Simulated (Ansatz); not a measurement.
**Geometry relaxation of AlNi$_{3}$ (part 2 of 2)**

The same run, continued: AlNi$_{3}$ (4 atoms in the cell); DFT PBE, scalar-relativistic, plane waves, PAW, spin-polarised (Ansatz 0.2.0); cutoff 420 eV, 12×12×12 k-mesh, Gaussian smearing of 0.1 eV, collinear spins. The structure derives from a Materials Project entry.

Geometry of the input (Å; fractional positions):
```
3.5231  0.0000  0.0000
0.0000  3.5231  0.0000
0.0000  0.0000  3.5231
Al 0.0000  0.0000  0.0000
Ni 0.0000  0.5000  0.5000
Ni 0.5000  0.0000  0.5000
Ni 0.5000  0.5000  0.0000
```

**Log, continued**
```
SCF iter   1: F=—  HF=-18058.398630 eV  |F-HF|=—  |Δ(HF+E_count)|=         —  Δρ=5.36e-4 (↑5.36e-4 ↓5.02e-4)  dr2=1.03e-5  dr2_m=6.46e-7  M=0.741 μB ∫|m|=0.939 μB  β_m=0.65  ethr=2.40e-8  ⟨swp⟩=3.2  Hψ=37229  notcnv=0
preconditioner: auto → none  [metal: Δε(μ)=0.010 eV  Ē_g=7.357 eV  σ=0.100 eV  W_gap=0.06  n_scr=6 (ndim 8)  ℏωp=31.7 eV  f_vac=0.000  D(μ)=3.17/eV (n_scr^D=32)]
SCF iter   2: F=—  HF=-18058.399554 eV  |F-HF|=—  |Δ(HF+E_count)|=   9.24e-4  Δρ=1.88e-4 (↑1.88e-4 ↓1.76e-4)  dr2=1.45e-6  dr2_m=7.91e-8  M=0.741 μB ∫|m|=0.939 μB  β_m=0.64  ethr=1.80e-8  ⟨swp⟩=1.0  Hψ=5880  notcnv=0
SCF iter   3: F=—  HF=-18058.399682 eV  |F-HF|=—  |Δ(HF+E_count)|=   1.28e-4  Δρ=4.16e-5 (↑3.61e-5 ↓4.16e-5)  dr2=1.53e-6  dr2_m=3.86e-9  M=0.741 μB ∫|m|=0.939 μB  β_m=0.44  ethr=2.55e-9  ⟨swp⟩=2.0  Hψ=8539  notcnv=0
SCF iter   4: F=—  HF=-18058.399682 eV  |F-HF|=—  |Δ(HF+E_count)|=   2.61e-7  Δρ=3.56e-6 (↑2.59e-6 ↓3.56e-6)  dr2=3.67e-9  dr2_m=4.50e-10  M=0.741 μB ∫|m|=0.939 μB  β_m=0.68  ethr=2.55e-9  ⟨swp⟩=2.0  Hψ=8224  notcnv=0
SCF iter   5: F=—  HF=-18058.399646 eV  |F-HF|=—  |Δ(HF+E_count)|=   3.61e-5  Δρ=6.05e-7 (↑3.95e-7 ↓6.05e-7)  dr2=2.62e-10  dr2_m=3.71e-11  M=0.741 μB ∫|m|=0.939 μB  β_m=0.71  ethr=6.44e-12  ⟨swp⟩=2.0  Hψ=10610  notcnv=0
SCF iter   6: F=—  HF=-18058.399646 eV  |F-HF|=—  |Δ(HF+E_count)|=  1.93e-10  Δρ=2.47e-7 (↑9.65e-8 ↓2.47e-7)  dr2=3.33e-11  dr2_m=4.82e-12  M=0.741 μB ∫|m|=0.939 μB  β_m=0.79  ethr=1.00e-12  ⟨swp⟩=2.1  Hψ=7124  notcnv=0
SCF iter   7: F=—  HF=-18058.399646 eV  |F-HF|=—  |Δ(HF+E_count)|=  4.00e-11  Δρ=1.16e-7 (↑3.12e-8 ↓1.16e-7)  dr2=5.21e-12  dr2_m=1.81e-12  M=0.741 μB ∫|m|=0.939 μB  β_m=0.85  ethr=1.00e-12  ⟨swp⟩=1.0  Hψ=5880  notcnv=0
SCF iter   8: F=-18058.399646 eV  HF=-18058.399646 eV  |F-HF|=2.91e-11  |Δ(HF+E_count)|=  2.18e-11  Δρ=2.36e-7 (↑1.05e-7 ↓2.36e-7)  dr2=3.46e-11  dr2_m=1.94e-12  M=0.741 μB ∫|m|=0.939 μB  ethr=1.00e-12  ⟨swp⟩=3.6  Hψ=23071  notcnv=0
SCF 5 converged in 8 iterations: F = -18058.399646 eV  dr2 = 3.46e-11
relax step   5: F+E_penalty+E_count = -18058.39964586 eV  Δ(F+E_penalty+E_count) = -5.882e-4 eV  max|allowed force component| = 1.597e-29 eV/Å  Δτ_max = 0.0000 Å  P = +0.003 GPa  Ω = 45.372 Å³  stress off target by 2.78e-3 GPa  SCF on the basis re-selected at this cell (its energy is not comparable with the rows above)  (8 SCF iters)
```

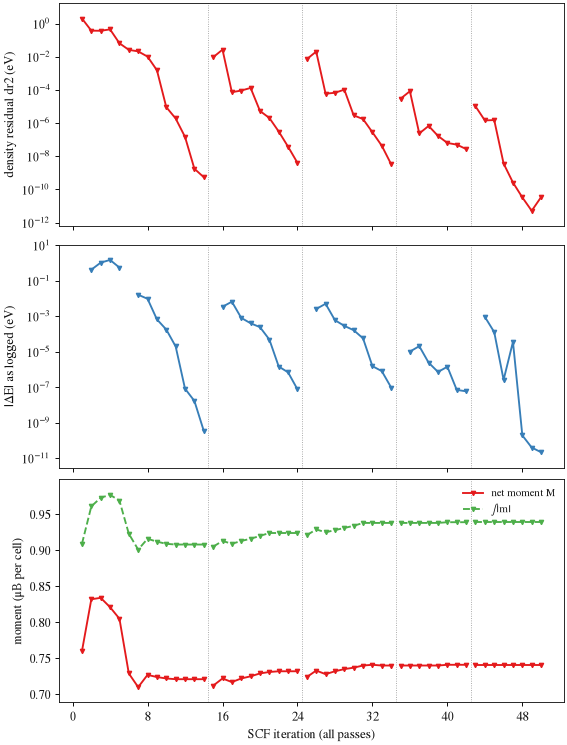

*Convergence of the self-consistent field: density residual dr2, size of the energy change and magnetic moment against the SCF iteration. The dotted lines part the SCF passes of the relaxation: geometry steps, rejected trials and re-solves on a re-selected basis.*

The 5 passes take 8 to 14 iterations each, 50 in all. The net moment goes from 0.8 to 0.7 μB per cell.

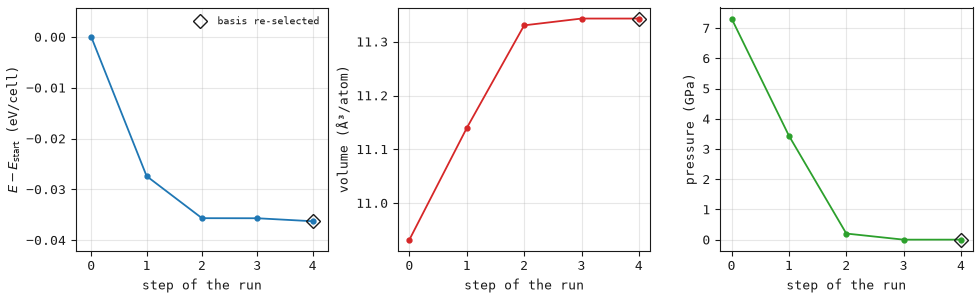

*Progress of the relaxation, step by step (the first geometry is step 0 here and step 1 in the log).*

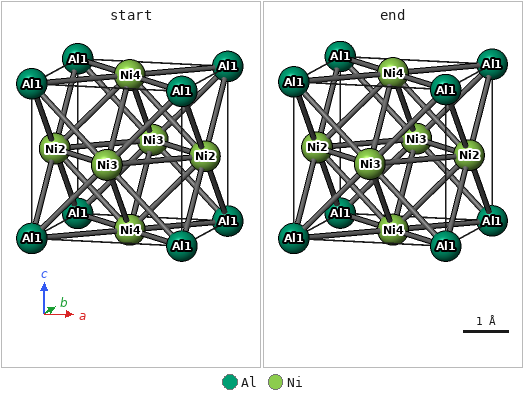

*Before (left) and after (right) the relaxation, at one scale (ball-and-stick view of the cell of the calculation, seen slightly off an axis).*

No atom moves by more than 0.005 Å relative to the cell. The drawn cell changes as follows: a = b = c 3.523 → 3.567 Å (+1.2 %); the volume changes by +3.8 %. Among the contacts that change: Al1–Ni2 2.491 → 2.522 Å, Ni2–Ni3 2.491 → 2.522 Å. The space group stays Pm-3m (No. 221). Over 3 geometry steps the energy falls by 35.7 meV per cell of the calculation. All forces vanish by symmetry, so only the cell relaxes. Pressure: 7.32 GPa at the start and 0.00 GPa at the end. A last SCF at the same geometry on a re-selected plane-wave basis shifts the energy by −0.6 meV per cell of the calculation. (Atoms are counted from 1 in the order of the input.)

```
basis re-selected at this cell: Δ(F+E_penalty+E_count) = -5.882e-4 eV, ΔP = +0.001 GPa vs the last step (what re-selecting the basis moved, of the pressure what is left beyond the Pulay correction that the steps carried, after the strain that the cell walked since its last selection, with what the two solves' SCF thresholds leave and, on support functions, any second-order correction that the steps lacked; it is no measure of the basis error at this ecutwfc). This SCF's stress stands 2.78e-3 GPa from its target on what of the cell is left free (relax.cell.stress_tol is 5.00e-2 GPa) and its largest allowed force component is 1.60e-29 eV/Å (relax.f_tol is 5.00e-3 eV/Å): within both
SCF converged after 8 iterations
Magnetization: 0.7408 μB (28.8704 up, 28.1296 down)
Absolute magnetization: 0.9394 μB (∫|ρ↑−ρ↓|, with the PAW one-centre terms)
Spin contamination: 0.0112 ħ² per cell (⟨S²⟩ above its minimum at these occupations)
Per-site moments (μB) at R_I (Å): [(-0.017502172299225977, 1.040334422703815), (0.2759170349101501, 1.040334422703815), (0.2759170349101504, 1.040334422703815), (0.27591703491015035, 1.040334422703815)]
Free energy (F): -18058.399646 eV
Harris-Foulkes:  -18058.399646 eV  (|F-HF|=2.91e-11)
Internal energy: -18058.383783 eV  (E = F + TS)
E sigma→0 (E₀):  -18058.391714 eV
Entropy (-TS):   -0.015863 eV (-3.966 meV/atom)
Fermi energy:    15.742838 eV
--- Per-component energies (eV) ---
  E_band       = -938.472000
  E_kinetic    = 876.195124
  E_local      = -12034.577198  (includes V_loc(G=0)·N_el)
  E_nonlocal   = 1917.839163
  E_hartree    = 5123.338283
  E_xc         = -296.311384
  E_vxc        = -359.885023  (∫ρ·V_xc dr)
  E_paw        = -5359.285774  (= ΣΔE_a)
  E_vpaw       = -1584.722888  (= ΣTr[D̂ρ^β])
  E_aug_tail   = 0.001409  (compensation charges beyond the density's cutoff)
  E_ewald      = -8285.583406
  E_smearing   = -0.015863  (= −TS)
  E_closure    = -0.000000  (closes the sum)
  Σ components = -18058.399646   (vs F -18058.399646, Δ=0.00e0)
--- Forces (eV/Å), atoms counted from 1 ---
  atom   1  Al    -0.00000000    -0.00000000     0.00000000
  atom   2  Ni    -0.00000000    -0.00000000     0.00000000
  atom   3  Ni     0.00000000    -0.00000000     0.00000000
  atom   4  Ni    -0.00000000     0.00000000     0.00000000
  max |Σ_I F_I| component: 1.18e-29 eV/Å
--- Stress (GPa, compression-positive) ---
        0.002775       0.000000       0.000000
        0.000000       0.002775       0.000000
        0.000000       0.000000       0.002775
  P = ⅓ Tr σ = 0.0028 GPa (0.028 kbar)
--- Band table (eV; the first three rows and the last of 168) ---
  k-point 0 ↑: bands = ["-87.3969", "-87.3688", "-87.3688", "-47.8414", "-47.8414", "-47.8414", "-47.7672", "-47.7672", "-47.7672", "-47.7120", "-47.7120", "-47.7120", "5.7633", "11.4243", "12.0943", "12.0943", "12.4388", "12.4388", "12.4388", "14.3586", "14.3586", "14.3586", "15.1734", "15.1734", "15.4702", "15.6389", "15.6389", "15.6389", "16.5576", "16.5576", "16.5576", "22.2121", "22.2121", "22.9293", "27.8589"]
  k-point 1 ↑: bands = ["-87.3965", "-87.3692", "-87.3688", "-47.8402", "-47.8402", "-47.8394", "-47.7676", "-47.7676", "-47.7673", "-47.7143", "-47.7130", "-47.7130", "5.8479", "11.4503", "12.0430", "12.1476", "12.4528", "12.4528", "12.4584", "14.3104", "14.3104", "14.3373", "15.1245", "15.1745", "15.4344", "15.4344", "15.4395", "15.6390", "16.2045", "16.8721", "16.8721", "22.2076", "22.4770", "23.2358", "27.4541"]
  k-point 2 ↑: bands = ["-87.3952", "-87.3705", "-87.3688", "-47.8366", "-47.8366", "-47.8333", "-47.7686", "-47.7686", "-47.7675", "-47.7209", "-47.7155", "-47.7155", "6.0998", "11.4695", "11.9063", "12.3017", "12.4931", "12.4931", "12.5143", "14.1781", "14.1781", "14.2765", "14.9488", "15.1220", "15.1220", "15.1740", "15.3514", "15.5202", "15.6392", "17.5086", "17.5086", "22.1945", "22.6884", "24.4007", "26.2663"]
  k-point 83 ↓: bands = ["-87.0292", "-87.0292", "-87.0292", "-47.5209", "-47.5209", "-47.5209", "-47.4844", "-47.4096", "-47.4096", "-47.4096", "-47.3195", "-47.3195", "10.1492", "11.9830", "11.9830", "11.9830", "13.6390", "13.6390", "13.6390", "13.9708", "13.9708", "13.9708", "14.5973", "14.5973", "14.5973", "14.8690", "14.8690", "15.4758", "15.8661", "15.8661", "15.8661", "19.1757", "19.8934", "19.8934", "19.8934"]
--- Relaxed structure (4 steps of the walk, 4 accepted, 1 SCFs on fresh bases) ---
  F+E_penalty+E_count = -18058.39964586 eV   max|allowed force component| = 1.597e-29 eV/Å   (the final SCF, on the basis selected at the relaxed cell)
  cell:  # Å, volume = 45.3724 Å³
    - [3.566678909069865, -8.275480229788904e-35, 1.7253122418468989e-34]
    - [-8.275480229788904e-35, 3.566678909069865, 0.0]
    - [1.7253122418468989e-34, 0.0, 3.566678909069865]
  atoms:
    - { symbol: Al, position: [6.619768845397401e-36, -4.626720160691927e-37, -5.694424813218554e-37] }
    - { symbol: Ni, position: [-5.0538020217107926e-36, 0.5, 0.5] }
    - { symbol: Ni, position: [0.5, 6.762129465585918e-37, 0.5] }
    - { symbol: Ni, position: [0.5, 0.5, -4.003801535718109e-48] }
--- Löwdin populations: 4 sites ---
  site symbol       q [e]    m [muB]
     0     Al      3.5593    -0.0470
     1     Ni     17.6228     0.2727
     2     Ni     17.6228     0.2727
     3     Ni     17.6228     0.2727
  spilling = 0.010043 (of n_electrons = 57.000000)
```

**File populations.tsv**
```
# site	symbol	l	j	q_up	q_dn
# orbitals = lowdin
# n_electrons = 57.000000
# spilling = 0.010043
0	Al	0_3S	-	0.585339	0.584055
0	Al	1_3P	-	1.170803	1.219075
1	Ni	0_3S	-	0.994039	0.994141
1	Ni	0_4S	-	0.363893	0.370663
1	Ni	1_3P	-	2.997378	2.997483
1	Ni	2_3D	-	4.592415	4.312750
2	Ni	0_3S	-	0.994039	0.994141
2	Ni	0_4S	-	0.363893	0.370663
2	Ni	1_3P	-	2.997378	2.997483
2	Ni	2_3D	-	4.592415	4.312750
3	Ni	0_3S	-	0.994039	0.994141
3	Ni	0_4S	-	0.363893	0.370663
3	Ni	1_3P	-	2.997378	2.997483
3	Ni	2_3D	-	4.592415	4.312750
```

**Trajectory as extended XYZ (Å, eV, eV/Å), 5 frames, from step=1 to step=5**
```
4
Lattice="3.5231 0.0000 0.0000 0.0000 3.5231 0.0000 0.0000 0.0000 3.5231" Properties=species:S:1:pos:R:3:forces:R:3 step=1 energy=-18058.36337 pressure_GPa=7.32
Al    0.0000    0.0000    0.0000    0.0000   0.0000   0.0000
Ni    0.0000    1.7615    1.7615    0.0000   0.0000   0.0000
Ni    1.7615    0.0000    1.7615    0.0000   0.0000   0.0000
Ni    1.7615    1.7615    0.0000    0.0000   0.0000   0.0000
4
Lattice="3.5452 0.0000 0.0000 0.0000 3.5452 0.0000 0.0000 0.0000 3.5452" Properties=species:S:1:pos:R:3:forces:R:3 step=2 energy=-18058.39076 pressure_GPa=3.44
Al    0.0000    0.0000    0.0000    0.0000   0.0000   0.0000
Ni    0.0000    1.7726    1.7726    0.0000   0.0000   0.0000
Ni    1.7726    0.0000    1.7726    0.0000   0.0000   0.0000
Ni    1.7726    1.7726    0.0000    0.0000   0.0000   0.0000
4
Lattice="3.5654 0.0000 0.0000 0.0000 3.5654 0.0000 0.0000 0.0000 3.5654" Properties=species:S:1:pos:R:3:forces:R:3 step=3 energy=-18058.39904 pressure_GPa=0.20
Al    0.0000    0.0000    0.0000    0.0000   0.0000   0.0000
Ni    0.0000    1.7827    1.7827    0.0000   0.0000   0.0000
Ni    1.7827    0.0000    1.7827    0.0000   0.0000   0.0000
Ni    1.7827    1.7827    0.0000    0.0000   0.0000   0.0000
4
Lattice="3.5667 0.0000 0.0000 0.0000 3.5667 0.0000 0.0000 0.0000 3.5667" Properties=species:S:1:pos:R:3:forces:R:3 step=4 energy=-18058.39906 pressure_GPa=0.00
Al    0.0000    0.0000    0.0000    0.0000   0.0000   0.0000
Ni    0.0000    1.7833    1.7833    0.0000   0.0000   0.0000
Ni    1.7833    0.0000    1.7833    0.0000   0.0000   0.0000
Ni    1.7833    1.7833    0.0000    0.0000   0.0000   0.0000
4
Lattice="3.5667 0.0000 0.0000 0.0000 3.5667 0.0000 0.0000 0.0000 3.5667" Properties=species:S:1:pos:R:3:forces:R:3 step=5 energy=-18058.39965 pressure_GPa=0.00
Al    0.0000    0.0000    0.0000    0.0000   0.0000   0.0000
Ni    0.0000    1.7833    1.7833    0.0000   0.0000   0.0000
Ni    1.7833    0.0000    1.7833    0.0000   0.0000   0.0000
Ni    1.7833    1.7833    0.0000    0.0000   0.0000   0.0000
```

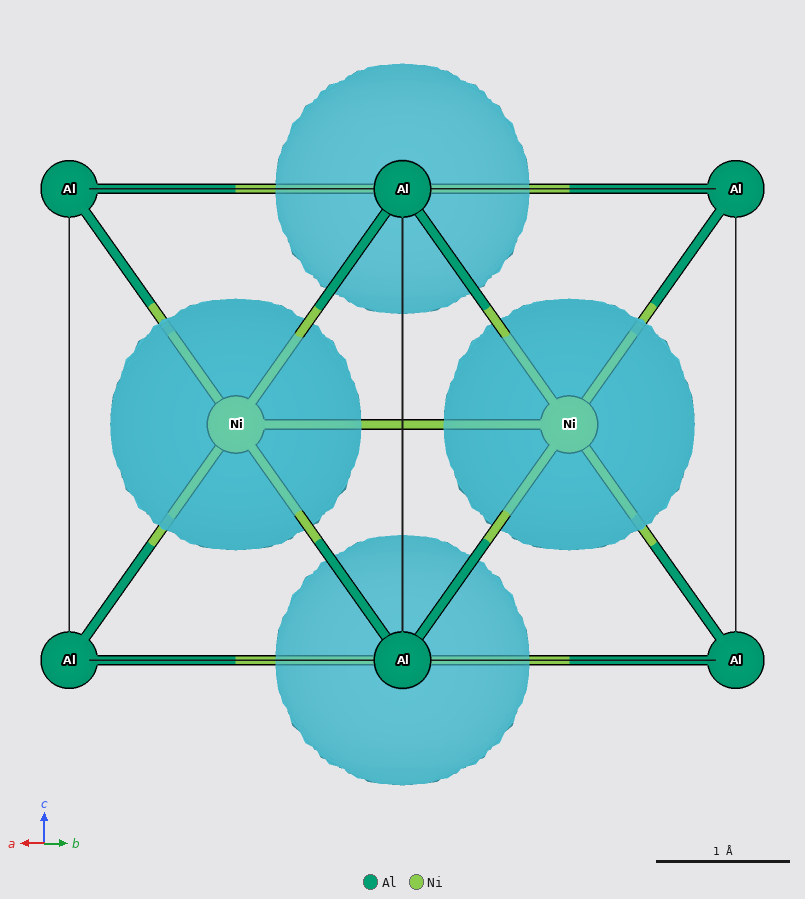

*Isosurface of the valence electron density at 0.5 e/Å³ (cyan), seen along [110]. Sticks mark near contacts. The outline is the cell set on symmetry axes.*

At this value the density breaks into separate islands; it holds about 85 % of the electrons treated as valence (semicore included). It is pinched off along the Al–Ni (2.52 Å) and Ni–Ni (2.52 Å) contacts. On the grid the lowest density along these lines, outside the cores, is 0.24 e/Å³ (Al–Ni, 2.52 Å) and 0.32 e/Å³ (Ni–Ni, 2.52 Å). In a PAW calculation such maps are meaningful between the atoms, not at the nuclei.

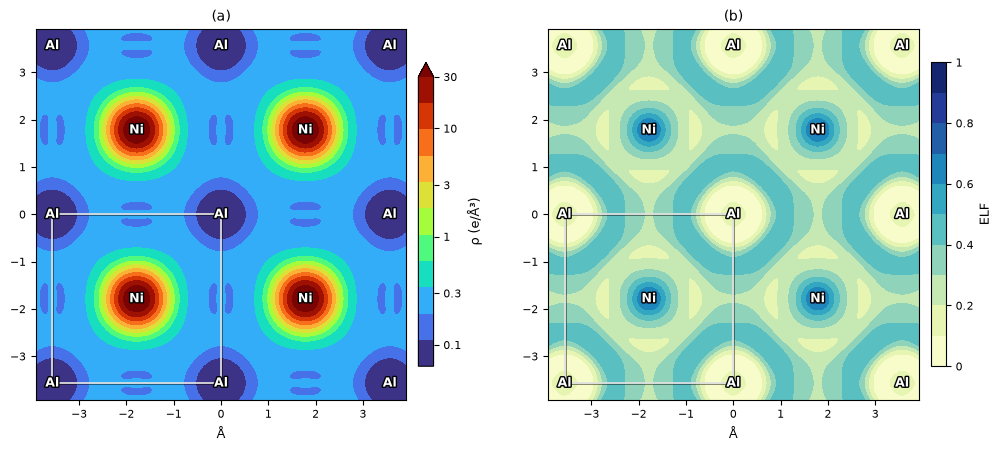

*(a) valence charge density (pseudo); (b) electron localisation function on the (100) plane of the conventional cell.*

Atoms in the plane: Al and Ni. Al–Ni (2.52 Å): ρ at the midpoint is about 0.29 e/Å³; the ELF is about 0.40 at the midpoint, which marks metallic bonding. Away from the nuclei the density in this plane falls to 0.18 e/Å³ at its lowest. The strong features right at Ni lie inside the PAW spheres (semicore, d or f shells) and say nothing about bonding.

**Summary**

```tsv
quantity	value
outcome	converged
space group (tolerance 0.01 Å)	Pm-3m (221)
electrons treated	57
free energy	−18058.3996 eV
Fermi energy	15.743 eV
gap on the k-point mesh	none (metallic)
net moment of the cell	0.74 μB
integrated absolute moment	0.94 μB
pressure	0.00 GPa
final volume	45.37 Å³
largest force (length of the vector) at the end	under 0.001 eV/Å
final cell	a = 3.567 Å, b = 3.567 Å, c = 3.567 Å, α = 90.00°, β = 90.00°, γ = 90.00°
wall time	67 s (CPU time 3.4 min)
peak memory	0.55 GiB
```
